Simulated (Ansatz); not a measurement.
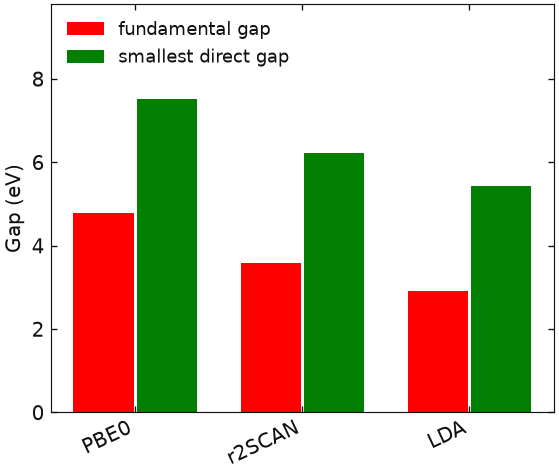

Gaps of BeS, space group F-43m, 2 atoms in the cell, at several levels of theory on one cell (Ansatz, plane waves and PAW; edges over the mesh and the special points).

Question: How does the gap depend on the level, and does its kind change?

Answer: In rising order: LDA 2.92 eV, r2SCAN 3.59 eV and PBE0 4.80 eV. It is indirect at every level.
